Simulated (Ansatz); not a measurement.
**Two runs on CsPbCl₃**

System: CsPbCl₃ (Pm-3m, 5 atoms in the cell).
Method of run 1: Kohn-Sham DFT of a periodic cell, PBE, Ansatz PAW large core, no spin polarisation (Ansatz 0.2.0).

The structure derives from an entry of the Crystallography Open Database. Text and figures count atoms from 1; the logs count them from 0 in places.

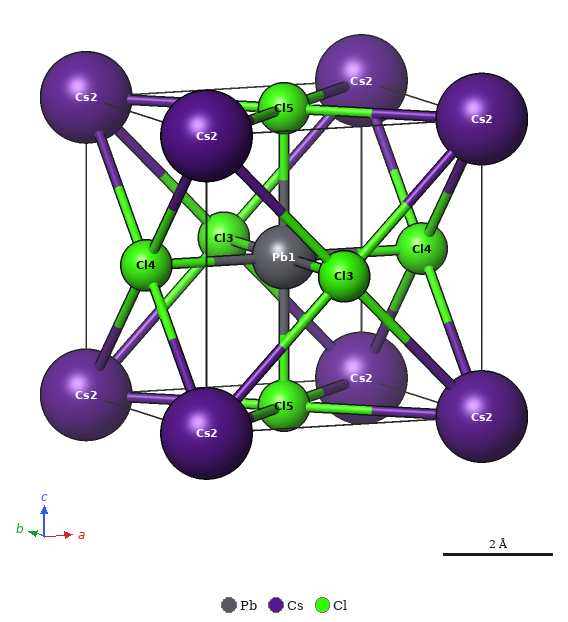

Fig. 1: The input geometry (ball-and-stick view of the cell of the calculation, seen slightly off an axis; atoms are numbered from 1 in the order of the input).

### Input, run 1
```yaml
crystal:
  lattice:
    - [5.5292474706, 0.0, 0.0]
    - [0.0, 5.5292474706, 0.0]
    - [0.0, 0.0, 5.5292474706]
  atoms:
    - { symbol: Pb, position: [0.5, 0.5, 0.5] }
    - { symbol: Cs, position: [0.0, 0.0, 0.0] }
    - { symbol: Cl, position: [0.5, 0.0, 0.5] }
    - { symbol: Cl, position: [0.0, 0.5, 0.5] }
    - { symbol: Cl, position: [0.5, 0.5, 0.0] }
hamiltonian:
  xc: pbe
  pseudopotentials: { kind: paw, core: large }
kpoints:
  mp_grid: { grid: [5, 5, 5] }
scf:
  occupations: { method: fermi_dirac, width: 0.05 }
output:
  forces: true
  stress: true
  eigenvalues: true
```

Command:
```bash
ansatz run input.yaml --threads 2 --pin off --max-ram 5120MiB --backend cpu --events-out ev --progress --plain --runs-dir out
```

Hardware: 2 threads of Arm Neoverse V2, 24 GiB of memory available, shared host.

### Output, shortened to warnings, some set-up lines, iterations and results (run 1)
```
Warning: of Pb, Cs the run reads no dataset of the core that `hamiltonian.pseudopotentials.core` asks for: this build lists none beside the file that it uses, or the input names that file
Basis set: ecut = 420 eV, 3287 PW (Γ), exchange–correlation on 80×80×80 points (8 copies of the dense FFT grid, shifted against one another)
Symmetry: 48 space group operations
k-points: 10 of 125
Initial density: superposition of atomic densities (neutral atoms: chi_scale 0, normalization atom), corrected by the library's trained network
[...]
SCF iter   1: F=—  HF=-20823.180660 eV  |F-HF|=—  |Δ(HF+E_count)|=         —  Δρ=4.87e-4  dr2=1.86e-4  ethr=1.77e-3  ⟨swp⟩=7.3  Hψ=1416  notcnv=0
SCF iter   2: F=—  HF=-20823.179771 eV  |F-HF|=—  |Δ(HF+E_count)|=   8.89e-4  Δρ=2.62e-4  dr2=7.62e-5  ethr=4.22e-7  ⟨swp⟩=3.1  Hψ=691  notcnv=0
SCF iter   3: F=—  HF=-20823.179772 eV  |F-HF|=—  |Δ(HF+E_count)|=   1.45e-6  Δρ=1.25e-4  dr2=1.42e-5  ethr=1.73e-7  ⟨swp⟩=2.0  Hψ=449  notcnv=0
SCF iter   4: F=—  HF=-20823.179801 eV  |F-HF|=—  |Δ(HF+E_count)|=   2.93e-5  Δρ=3.02e-5  dr2=1.03e-6  ethr=3.23e-8  ⟨swp⟩=2.0  Hψ=470  notcnv=0
SCF iter   5: F=—  HF=-20823.179802 eV  |F-HF|=—  |Δ(HF+E_count)|=   9.78e-7  Δρ=1.35e-5  dr2=2.59e-7  ethr=2.34e-9  ⟨swp⟩=2.0  Hψ=452  notcnv=0
SCF iter   6: F=-20823.179802 eV  HF=-20823.179802 eV  |F-HF|=1.29e-8  |Δ(HF+E_count)|=   3.71e-8  Δρ=3.87e-6  dr2=2.24e-8  ethr=2.27e-10  ⟨swp⟩=9.3  Hψ=1307  notcnv=0
SCF 1 converged in 6 iterations: F = -20823.179802 eV  dr2 = 2.24e-8
SCF converged after 6 iterations
Free energy (F): -20823.179802 eV
Harris-Foulkes:  -20823.179802 eV  (|F-HF|=1.29e-8)
Internal energy: -20823.179802 eV  (E = F + TS)
E sigma→0 (E₀):  -20823.179802 eV
Fermi energy:    5.497229 eV
--- Per-component energies (eV) ---
  E_band       = -218.351258
  E_kinetic    = 915.474762
  E_local      = -2620.061682  (includes V_loc(G=0)·N_el)
  E_nonlocal   = 465.946124
  E_hartree    = 994.419895
  E_xc         = -719.287124
  E_vxc        = -628.234133  (∫ρ·V_xc dr)
  E_paw        = -17446.863271  (= ΣΔE_a)
  E_vpaw       = -340.308860  (= ΣTr[D̂ρ^β])
  E_aug_tail   = 0.000318  (compensation charges beyond the density's cutoff)
  E_ewald      = -2412.808826
  E_smearing   = -0.000000  (= −TS)
  E_closure    = 0.000000  (closes the sum)
  Σ components = -20823.179802   (vs F -20823.179802, Δ=0.00e0)
--- Forces (eV/Å), atoms counted from 1 ---
  atom   1  Pb     0.00000000    -0.00000000    -0.00000000
  atom   2  Cs     0.00000000    -0.00000000    -0.00000000
  atom   3  Cl    -0.00000000    -0.00000000    -0.00000000
  atom   4  Cl     0.00000000     0.00000000     0.00000000
  atom   5  Cl     0.00000000     0.00000000    -0.00000000
  max |Σ_I F_I| component: 6.76e-29 eV/Å
--- Stress (GPa, compression-positive) ---
        3.045883      -0.000000       0.000000
       -0.000000       3.045883       0.000000
        0.000000       0.000000       3.045883
  P = ⅓ Tr σ = 3.0459 GPa (30.459 kbar)
```

For run 2 the input was changed thus:
```diff
-    - [5.5292474706, 0.0, 0.0]
-    - [0.0, 5.5292474706, 0.0]
-    - [0.0, 0.0, 5.5292474706]
+    - [5.4905801394, 0.0, 0.0]
+    - [0.0, 5.4905801394, 0.0]
+    - [0.0, 0.0, 5.4905801394]
```

How does run 2 compare with run 1?

With the same functional and potentials, run 2 lies 15.1 meV per atom higher. The gap on the mesh goes from 2.85 to 2.80 eV. The pressure goes from 3.05 to 3.82 GPa. The volume per atom goes from 33.81 to 33.10 Å³. The cell is scaled evenly with the atoms at fixed fractional positions, so −ΔP/Δ ln V estimates the bulk modulus midway between the two volumes: about 37 GPa. The number of SCF iterations is the same. The plane waves at Γ go from 3287 to 3239.

### Output, shortened to warnings, some set-up lines, iterations and results (run 2)
```
Warning: of Pb, Cs the run reads no dataset of the core that `hamiltonian.pseudopotentials.core` asks for: this build lists none beside the file that it uses, or the input names that file
Basis set: ecut = 420 eV, 3239 PW (Γ), exchange–correlation on 80×80×80 points (8 copies of the dense FFT grid, shifted against one another)
Symmetry: 48 space group operations
k-points: 10 of 125
Initial density: superposition of atomic densities (neutral atoms: chi_scale 0, normalization atom), corrected by the library's trained network
[...]
SCF iter   1: F=—  HF=-20823.105371 eV  |F-HF|=—  |Δ(HF+E_count)|=         —  Δρ=4.70e-4  dr2=1.57e-4  ethr=1.77e-3  ⟨swp⟩=7.3  Hψ=1430  notcnv=0
SCF iter   2: F=—  HF=-20823.104499 eV  |F-HF|=—  |Δ(HF+E_count)|=   8.72e-4  Δρ=2.64e-4  dr2=7.43e-5  ethr=3.56e-7  ⟨swp⟩=3.3  Hψ=725  notcnv=0
SCF iter   3: F=—  HF=-20823.104503 eV  |F-HF|=—  |Δ(HF+E_count)|=   4.00e-6  Δρ=1.05e-4  dr2=8.88e-6  ethr=1.69e-7  ⟨swp⟩=2.0  Hψ=458  notcnv=0
SCF iter   4: F=—  HF=-20823.104526 eV  |F-HF|=—  |Δ(HF+E_count)|=   2.35e-5  Δρ=3.08e-5  dr2=1.01e-6  ethr=2.02e-8  ⟨swp⟩=2.0  Hψ=470  notcnv=0
SCF iter   5: F=—  HF=-20823.104527 eV  |F-HF|=—  |Δ(HF+E_count)|=   9.86e-7  Δρ=1.11e-5  dr2=1.65e-7  ethr=2.30e-9  ⟨swp⟩=2.0  Hψ=470  notcnv=0
SCF iter   6: F=-20823.104527 eV  HF=-20823.104527 eV  |F-HF|=7.55e-9  |Δ(HF+E_count)|=   1.42e-8  Δρ=3.01e-6  dr2=1.27e-8  ethr=2.27e-10  ⟨swp⟩=9.3  Hψ=1337  notcnv=0
SCF 1 converged in 6 iterations: F = -20823.104527 eV  dr2 = 1.27e-8
SCF converged after 6 iterations
Free energy (F): -20823.104527 eV
Harris-Foulkes:  -20823.104527 eV  (|F-HF|=7.55e-9)
Internal energy: -20823.104527 eV  (E = F + TS)
E sigma→0 (E₀):  -20823.104527 eV
Fermi energy:    5.775347 eV
--- Per-component energies (eV) ---
  E_band       = -210.011125
  E_kinetic    = 916.554981
  E_local      = -2595.129240  (includes V_loc(G=0)·N_el)
  E_nonlocal   = 466.045872
  E_hartree    = 985.857998
  E_xc         = -719.719275
  E_vxc        = -628.823530  (∫ρ·V_xc dr)
  E_paw        = -17446.914188  (= ΣΔE_a)
  E_vpaw       = -340.370226  (= ΣTr[D̂ρ^β])
  E_aug_tail   = 0.000321  (compensation charges beyond the density's cutoff)
  E_ewald      = -2429.800997
  E_smearing   = -0.000000  (= −TS)
  E_closure    = -0.000000  (closes the sum)
  Σ components = -20823.104527   (vs F -20823.104527, Δ=0.00e0)
--- Forces (eV/Å), atoms counted from 1 ---
  atom   1  Pb     0.00000000    -0.00000000    -0.00000000
  atom   2  Cs     0.00000000     0.00000000     0.00000000
  atom   3  Cl    -0.00000000    -0.00000000    -0.00000000
  atom   4  Cl     0.00000000     0.00000000     0.00000000
  atom   5  Cl    -0.00000000    -0.00000000     0.00000000
  max |Σ_I F_I| component: 2.97e-29 eV/Å
--- Stress (GPa, compression-positive) ---
        3.815844       0.000000       0.000000
       -0.000000       3.815844       0.000000
        0.000000       0.000000       3.815844
  P = ⅓ Tr σ = 3.8158 GPa (38.158 kbar)
```

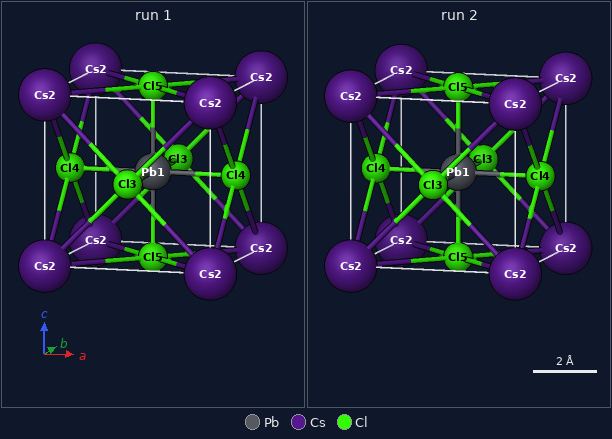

Fig. 2: The two input geometries at one scale (ball-and-stick view of the cell of the calculation, seen slightly off an axis). The atoms keep their places relative to the cell (all moves are under 0.005 Å). Cell: a = b = c 5.529 → 5.491 Å (−0.7 %). Volume −2.1 %. Among the contacts that change: Cs2–Cl3 3.910 → 3.882 Å, Pb1–Cl3 2.765 → 2.745 Å.

### The two runs side by side

```tsv
quantity	run 1	run 2
outcome	converged	converged
free energy per atom (eV)	−4164.6360	−4164.6209
gap on the mesh (eV)	2.85	2.80
pressure (GPa)	3.05	3.82
volume per atom (Å³)	33.81	33.10
largest force (eV/Å)	0.000	0.000
SCF iterations	6	6
irreducible k-points	10	10
plane waves at Γ	3287	3239
wall time (shared host)	1.4 s	1.4 s
```

For both runs: Spin–orbit coupling is left out, which matters for Pb.
